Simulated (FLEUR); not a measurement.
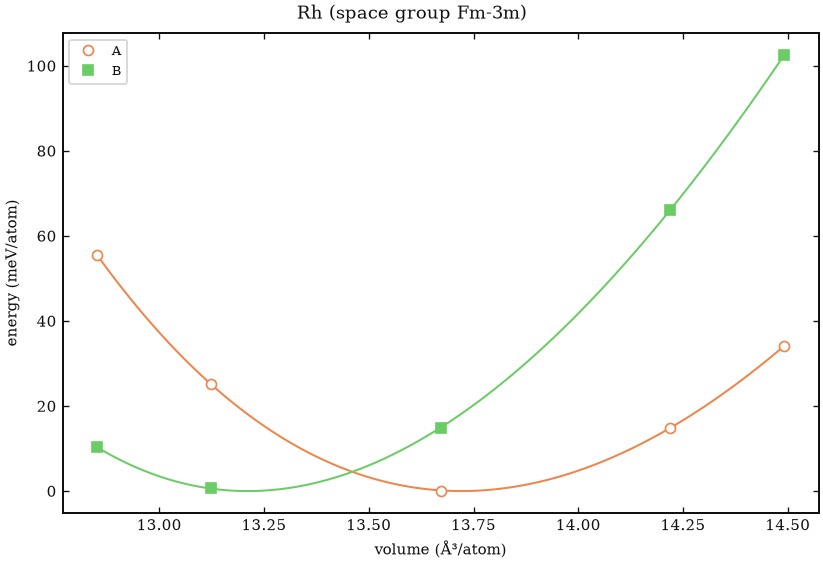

Plotted: energy against volume, with one curve for each functional, for Rh (space group Fm-3m). The labels are replaced by letters. In alphabetical order the cases are: LDA; r2SCAN.

Method: all-electron LAPW DFT, no spin polarisation; energies at scaled volumes of the given cell, shape and fractions fixed, counted from the fit's minimum, third-order Birch-Murnaghan fit (FLEUR MaX-R8.1 (later development tree)). All runs: no spin polarisation.

```tsv
setting	value
k mesh	12×12×12
occupations	Fermi–Dirac
smearing width	0.05 eV
potentials	all electron
```

**Which letter stands for which functional?**

A: r2SCAN; B: LDA.
